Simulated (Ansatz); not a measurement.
# ZnCu₂SnS₄: what the fields show

The calculation's input:

```
crystal:
  lattice:
    - [-2.7171, 2.7171, 5.4248]
    - [2.7171, -2.7171, 5.4248]
    - [2.7171, 2.7171, -5.4248]
  atoms:
    - { symbol: Zn, position: [0.25, 0.75, 0.5] }
    - { symbol: Cu, position: [0.0, 0.0, 0.0] }
    - { symbol: Cu, position: [0.75, 0.25, 0.5] }
    - { symbol: Sn, position: [0.5, 0.5, 0.0] }
    - { symbol: S, position: [0.37161, 0.88441, 0.9996] }
    - { symbol: S, position: [0.11559, 0.11519, 0.4872] }
    - { symbol: S, position: [0.88481, 0.37201, 0.0004] }
    - { symbol: S, position: [0.62799, 0.62839, 0.5128] }
scf:
  occupations: { method: fixed }
output:
  forces: true
  stress: true
  eigenvalues: true
  write_density: true
  write_potential: true
  elf: true
  volumetric_format: npy
hamiltonian:
  xc: r2scan
kpoints:
  mp_grid: { grid: [6, 6, 6] }
basis:
  ecutwfc: 520
relax:
  f_tol: 0.002
  max_steps: 80
  cell: { stress_tol: 0.02 }
```

Run with:

```sh
ansatz run input.yaml --threads 8 --pin off --max-ram 20480MiB --backend cpu --events-out ev --progress --plain --runs-dir out
```

Below, planes, directions and counts refer to the conventional cell (a = 5.41 Å, b = 5.41 Å, c = 10.82 Å, α = 90.00°, β = 90.00°, γ = 90.00°).

The fields are those of the run's last geometry, not of the input's.

Space group I-4; computed without spin polarisation.

Method: DFT r2SCAN, scalar-relativistic, plane waves, PAW in Ansatz.

The density is the valence pseudo-density of a PAW calculation; it isn't the true density close to the nuclei.

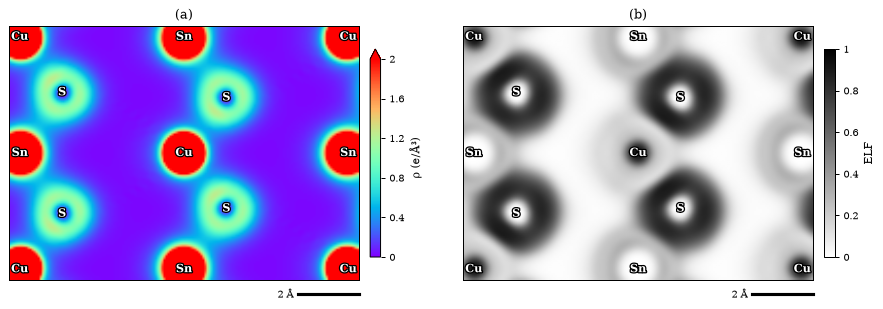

Figure 1. (a) valence pseudo-density; (b) electron localisation function on the (110) plane of the conventional cell.

Read the bonding off the picture.

Answer. Atoms in the plane: Cu, Sn and S.
Cu–S (2.30 Å): ρ is about 0.52 e/Å³ halfway; the ELF peaks at about 0.90 in the valence shell of S, 0.8 Å from its nucleus, and is about 0.45 at the midpoint.
Sn–S (2.44 Å): ρ is about 0.56 e/Å³ halfway; the ELF peaks at about 0.85 in the valence shell of S, 0.9 Å from its nucleus, and is about 0.60 at the midpoint.
Between the atoms the lowest density in this plane is 0.02 e/Å³.
The features right at Cu lie inside the PAW spheres, where the map follows smoothed inner orbitals and isn't to be read closely.

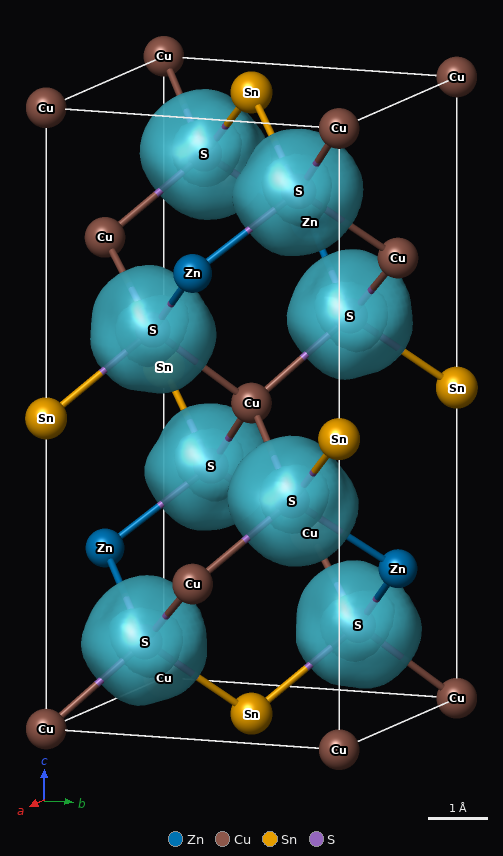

Figure 2. Isosurface of the ELF at 0.75 (cyan), seen slightly off an axis. Only the valence region is drawn (cores and ρ < 0.01 e/Å³ removed). Sticks mark near contacts.

Identify the bonds, lone pairs and shells in this picture.

Answer. The ELF exceeds this value in eight regions wrapped around S (the valence shell of each), counted in one cell of 16 atoms. Regions shared between cells count once.


 Zn–S (2.34 Å): the ELF peaks at about 0.90 in the valence shell of S, 0.8 Å from its nucleus, and is about 0.60 at the midpoint.

Does the calculation make it a metal, or give it a gap?

Answer. It is gapped, with a Kohn–Sham gap of 0.47 eV on the k-point mesh, an upper bound to the gap of this method.
